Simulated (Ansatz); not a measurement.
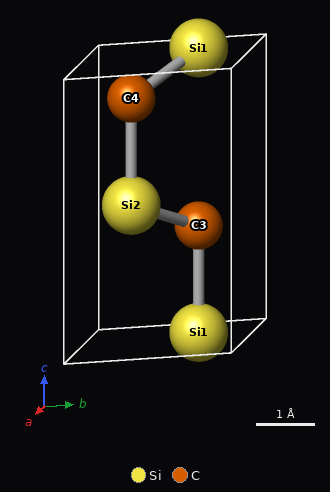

Figure 1. The structure (ball-and-stick view of the cell of the calculation, seen slightly off an axis; atoms are numbered from 1 in the order of the input). Near neighbours in the crystal (not all of them lie inside the picture): Si has 4 C at 1.87 to 1.89 Å; C has 4 Si at 1.87 to 1.89 Å.

## What a change does: single-point calculation on SiC

System: SiC (P6₃mc, 4 atoms in the cell).
Method of run A: DFT LDA, scalar-relativistic, plane waves, PAW, no spin polarisation (Ansatz 0.2.0).

The structure derives from an entry of the Crystallography Open Database. Text and figures count atoms from 1; the logs count them from 0 in places.

## Input file, run A
```yaml
crystal:
  lattice:
    - [3.0563259926, 0.0, 0.0]
    - [-1.5281629963, 2.6468559518, 0.0]
    - [0.0, 0.0, 5.0163142986]
  atoms:
    - { symbol: Si, position: [0.3333333333, 0.6666666667, 0.0046006374] }
    - { symbol: Si, position: [0.6666666667, 0.3333333333, 0.5046006374] }
    - { symbol: C, position: [0.3333333333, 0.6666666667, 0.3803993626] }
    - { symbol: C, position: [0.6666666667, 0.3333333333, 0.8803993626] }
basis:
  ecutwfc: 420
kpoints:
  mp_grid: { grid: [9, 9, 4] }
hamiltonian:
  xc: lda
scf:
  occupations: { method: gaussian, width: 0.05 }
output:
  forces: true
  stress: true
  eigenvalues: true
```

Launched with:
```bash
ansatz run input.yaml --threads 4 --pin off --max-ram 2560MiB --backend cpu --events-out ev --progress --plain --runs-dir out
```

Hardware: 4 threads of Intel Xeon @ 2.30GHz, 28 GiB of memory available, shared host.

## Output, shortened to warnings, some set-up lines, iterations and results (run A)
```
Basis set: ecut = 420 eV, 785 PW (Γ)
Symmetry: 12 space group operations
k-points: 36 of 324 (time reversal used)
Initial density: superposition of atomic densities (neutral atoms: chi_scale 0, normalization atom), corrected by the library's trained network
[...]
SCF iter   1: F=—  HF=-1704.400296 eV  |F-HF|=—  |Δ(HF+E_count)|=         —  Δρ=7.76e-3  dr2=2.53e-2  ethr=1.77e-3  ⟨swp⟩=5.2  Hψ=2810  notcnv=0
SCF iter   2: F=—  HF=-1704.393370 eV  |F-HF|=—  |Δ(HF+E_count)|=   6.93e-3  Δρ=3.46e-3  dr2=2.22e-3  ethr=1.58e-4  ⟨swp⟩=2.8  Hψ=1107  notcnv=0
SCF iter   3: F=—  HF=-1704.392776 eV  |F-HF|=—  |Δ(HF+E_count)|=   5.93e-4  Δρ=1.43e-3  dr2=3.43e-4  ethr=1.39e-5  ⟨swp⟩=2.7  Hψ=699  notcnv=0
SCF iter   4: F=—  HF=-1704.392693 eV  |F-HF|=—  |Δ(HF+E_count)|=   8.31e-5  Δρ=3.46e-4  dr2=2.08e-5  ethr=2.14e-6  ⟨swp⟩=1.0  Hψ=432  notcnv=0
SCF iter   5: F=—  HF=-1704.392687 eV  |F-HF|=—  |Δ(HF+E_count)|=   5.98e-6  Δρ=3.39e-5  dr2=2.08e-7  ethr=1.30e-7  ⟨swp⟩=2.0  Hψ=671  notcnv=0
SCF iter   6: F=-1704.392687 eV  HF=-1704.392687 eV  |F-HF|=2.31e-10  |Δ(HF+E_count)|=   2.61e-8  Δρ=3.29e-6  dr2=1.65e-9  ethr=6.25e-10  ⟨swp⟩=4.4  Hψ=1595  notcnv=0
SCF 1 converged in 6 iterations: F = -1704.392687 eV  dr2 = 1.65e-9
SCF converged after 6 iterations
Free energy (F): -1704.392687 eV
Harris-Foulkes:  -1704.392687 eV  (|F-HF|=2.31e-10)
Internal energy: -1704.392687 eV  (E = F + TS)
E sigma→0 (E₀):  -1704.392687 eV
Fermi energy:    10.703787 eV
--- Per-component energies (eV) ---
  E_band       = 57.298705
  E_kinetic    = 273.692086
  E_local      = -211.950204  (includes V_loc(G=0)·N_el)
  E_nonlocal   = 108.323807
  E_hartree    = 64.080321
  E_xc         = -210.215101
  E_vxc        = -219.760263  (∫ρ·V_xc dr)
  E_paw        = -1156.144204  (= ΣΔE_a)
  E_vpaw       = -21.167239  (= ΣTr[D̂ρ^β])
  E_aug_tail   = 0.000030  (compensation charges beyond the density's cutoff)
  E_ewald      = -572.473749
  E_core_change = 0.294326  (= ΣΔE_core)
  E_smearing   = -0.000000  (= −TS)
  E_closure    = -0.000000  (closes the sum)
  Σ components = -1704.392687   (vs F -1704.392687, Δ=0.00e0)
--- Forces (eV/Å), atoms counted from 1 ---
  atom   1  Si     0.00000000     0.00000000    -0.00169382
  atom   2  Si    -0.00000000    -0.00000000    -0.00169382
  atom   3  C     -0.00000000     0.00000000     0.00167371
  atom   4  C      0.00000000    -0.00000000     0.00167371
  max |Σ_I F_I| component: 4.02e-5 eV/Å
--- Stress (GPa, compression-positive) ---
        0.011612       0.000000      -0.000000
        0.000000       0.011612       0.000000
        0.000000       0.000000      -0.059485
  P = ⅓ Tr σ = -0.0121 GPa (-0.121 kbar)
```

The input of run B differs as follows (lines with − go, lines with + come):
```diff
+  dispersion: d3bjatm
+  mixing: { preconditioner: ldos }
```

What does this change do to the results?

The total energies belong to different models, so their difference says nothing on which is more stable or more accurate. The pressure goes from −0.01 to −4.29 GPa. The dispersion correction adds attraction between all atoms, which pulls the cell inwards and lowers the pressure. The number of SCF iterations is the same.

## Output, shortened to warnings, some set-up lines, iterations and results (run B)
```
Warning: the engine holds no damping parameters fitted to this dispersion correction and functional, so the run takes those fitted to pbe (hamiltonian.dispersion, under Limitations)
Basis set: ecut = 420 eV, 785 PW (Γ)
Symmetry: 12 space group operations
k-points: 36 of 324 (time reversal used)
Initial density: superposition of atomic densities (neutral atoms: chi_scale 0, normalization atom), corrected by the library's trained network
[...]
SCF iter   1: F=—  HF=-1705.551972 eV  |F-HF|=—  |Δ(HF+E_count)|=         —  Δρ=7.76e-3  dr2=2.53e-2  ethr=1.77e-3  ⟨swp⟩=5.2  Hψ=2810  notcnv=0
SCF iter   2: F=—  HF=-1705.557633 eV  |F-HF|=—  |Δ(HF+E_count)|=   5.66e-3  Δρ=9.41e-3  dr2=4.03e-2  ethr=1.58e-4  ⟨swp⟩=2.1  Hψ=1139  notcnv=0
SCF iter   3: F=—  HF=-1705.544523 eV  |F-HF|=—  |Δ(HF+E_count)|=   1.31e-2  Δρ=1.19e-3  dr2=5.31e-4  ethr=1.58e-4  ⟨swp⟩=2.0  Hψ=863  notcnv=0
SCF iter   4: F=—  HF=-1705.544364 eV  |F-HF|=—  |Δ(HF+E_count)|=   1.59e-4  Δρ=6.91e-5  dr2=1.81e-6  ethr=3.32e-6  ⟨swp⟩=2.0  Hψ=665  notcnv=0
SCF iter   5: F=—  HF=-1705.544363 eV  |F-HF|=—  |Δ(HF+E_count)|=   1.09e-6  Δρ=5.65e-6  dr2=7.52e-9  ethr=1.13e-8  ⟨swp⟩=2.0  Hψ=719  notcnv=0
SCF iter   6: F=-1705.544363 eV  HF=-1705.544363 eV  |F-HF|=4.37e-10  |Δ(HF+E_count)|=   1.24e-9  Δρ=1.28e-6  dr2=6.39e-10  ethr=4.70e-11  ⟨swp⟩=2.0  Hψ=1509  notcnv=0
SCF 1 converged in 6 iterations: F = -1705.544363 eV  dr2 = 6.39e-10
SCF converged after 6 iterations
Free energy (F): -1705.544363 eV
Harris-Foulkes:  -1705.544363 eV  (|F-HF|=4.37e-10)
Internal energy: -1705.544363 eV  (E = F + TS)
E sigma→0 (E₀):  -1705.544363 eV
Fermi energy:    10.703790 eV
--- Per-component energies (eV) ---
  E_band       = 57.298776
  E_kinetic    = 273.691941
  E_local      = -211.949858  (includes V_loc(G=0)·N_el)
  E_nonlocal   = 108.323683
  E_hartree    = 64.080186
  E_xc         = -210.215077
  E_vxc        = -219.760235  (∫ρ·V_xc dr)
  E_paw        = -1156.144170  (= ΣΔE_a)
  E_vpaw       = -21.167233  (= ΣTr[D̂ρ^β])
  E_aug_tail   = 0.000030  (compensation charges beyond the density's cutoff)
  E_ewald      = -572.473749
  E_disp       = -1.151676  (pairwise vdW)
  E_core_change = 0.294326  (= ΣΔE_core)
  E_smearing   = -0.000000  (= −TS)
  E_closure    = 0.000000  (closes the sum)
  Σ components = -1705.544363   (vs F -1705.544363, Δ=0.00e0)
--- Forces (eV/Å), atoms counted from 1 ---
  atom   1  Si     0.00000000     0.00000000    -0.00130157
  atom   2  Si     0.00000000    -0.00000000    -0.00130157
  atom   3  C     -0.00000000     0.00000000     0.00126235
  atom   4  C      0.00000000    -0.00000000     0.00126235
  max |Σ_I F_I| component: 7.84e-5 eV/Å
--- Stress (GPa, compression-positive) ---
       -4.286488       0.000000       0.000000
       -0.000000      -4.286488       0.000000
       -0.000000       0.000000      -4.306252
  P = ⅓ Tr σ = -4.2931 GPa (-42.931 kbar)
```

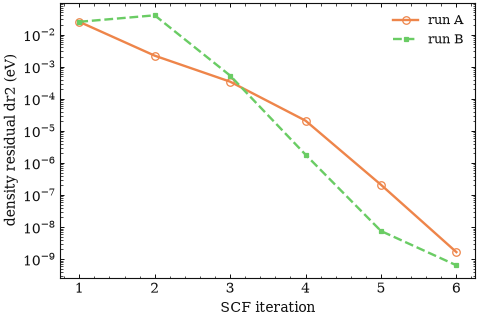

Figure 2. Convergence of the two runs: density residual dr2 against the SCF iteration. Run A takes 6 iterations in all, and run B takes 6.

## The two runs side by side

```csv
quantity,run A,run B
outcome,converged,converged
free energy per atom (eV),−426.0982,−426.3861
gap on the mesh (eV),2.13,2.13
pressure (GPa),−0.01,−4.29
largest force (eV/Å),0.002,0.001
SCF iterations,6,6
irreducible k-points,36,36
plane waves at Γ,785,785
wall time (shared host),0.71 s,0.75 s
```

For run B: Warnings: the dispersion correction has no parameters fitted for this combination and takes those fitted for PBE.
